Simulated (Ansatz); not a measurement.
System: SrTiO₃, space group P1 (No. 1), 5 atoms in the cell, a distorted cell.

```cif
data_structure
_symmetry_space_group_name_H-M 'P 1'
_symmetry_Int_Tables_number 1
_cell_length_a 3.9210
_cell_length_b 3.9886
_cell_length_c 3.9101
_cell_angle_alpha 90.066
_cell_angle_beta 91.091
_cell_angle_gamma 90.593
_cell_volume 61.14
loop_
_atom_site_label
_atom_site_type_symbol
_atom_site_fract_x
_atom_site_fract_y
_atom_site_fract_z
_atom_site_occupancy
Sr1 Sr 0.95254 0.04637 0.00377 1
Ti1 Ti 0.48420 0.49673 0.42876 1
O1 O 0.04312 0.53427 0.46491 1
O2 O 0.50542 0.06405 0.48902 1
O3 O 0.51448 0.51570 0.94442 1
```

Ansatz; DFT with r2SCAN, PAW plane waves, spin-polarised, 5×5×5 k mesh, 500 eV cutoff, Fermi-Dirac smearing of 0.1 eV.

What does the calculation give for the electronic structure?

There is a gap; over the k points computed it is 3.36 eV. By projected weight, the top eV of the valence band is O almost alone; the bottom eV of the conduction band is Ti (85 %) and O (15 %). The upper group of valence states starts about 4.5 eV under the valence-band top, with a gap beneath it; it holds about 18 electrons a cell.

The atoms aren't at rest in this cell (largest force 2.9 eV/Å), so the relaxed material can differ. The run started without moments. The cell is at 7 GPa in this functional.

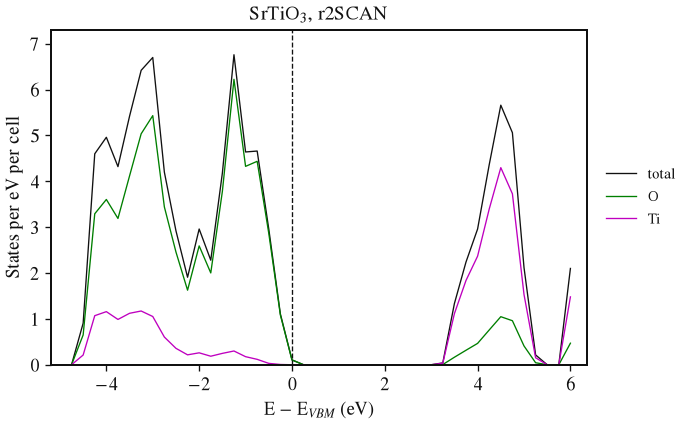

Density of states. Energies are counted from the top of the valence band. The partial curves are projected on Löwdin-orthogonalised atomic shells.
